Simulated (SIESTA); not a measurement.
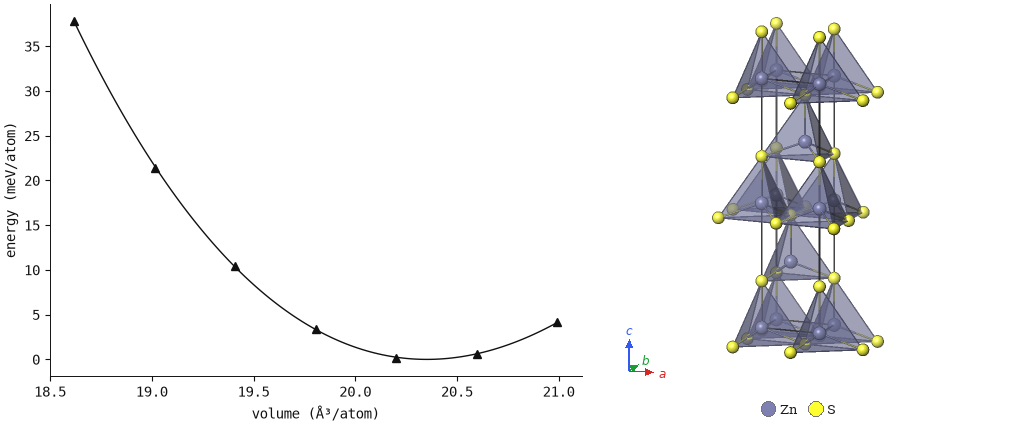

Figure. Energy against volume for ZnS, space group P6_3mc (No. 186). The conventional cell is drawn beside the plot.

A third-order Birch–Murnaghan fit gives V0 = 20.35 Å³/atom, B0 = 69.4 GPa and B′ = 4.6. The energy is 37.86 meV/atom at volume 18.62 Å³/atom and 4.18 meV/atom at 20.99 Å³/atom; the lowest computed point is at volume 20.20 Å³/atom (0.19 meV/atom).

How it was computed, with SIESTA 5.4.2: DFT in numerical atomic orbitals with pseudopotentials, no spin polarisation; energies at scaled volumes of the given cell, shape and fractions fixed, counted from the fit's minimum, third-order Birch-Murnaghan fit. Level: PBE.

| setting | value |
| --- | --- |
| k mesh | 8×8×3 |
| occupations | Fermi–Dirac |
| smearing width | 0.05 eV |
| potentials | PseudoDojo 0.4 standard, converted to PSML, two zetas on semicore shells |
| program settings | basis DZP, mesh cutoff 800 Ry |

Cell as given: a = 3.823 Å, b = 3.823 Å, c = 12.520 Å, α = 90.00°, β = 90.00°, γ = 120.00°; 8 atoms.

Limits of the calculation: mulliken charges of long orbitals; short basis over semicore shells; valence orbitals made in semicore potential; shape and atomic fractions are frozen while scaling, which makes layered, chain and framework solids too stiff.
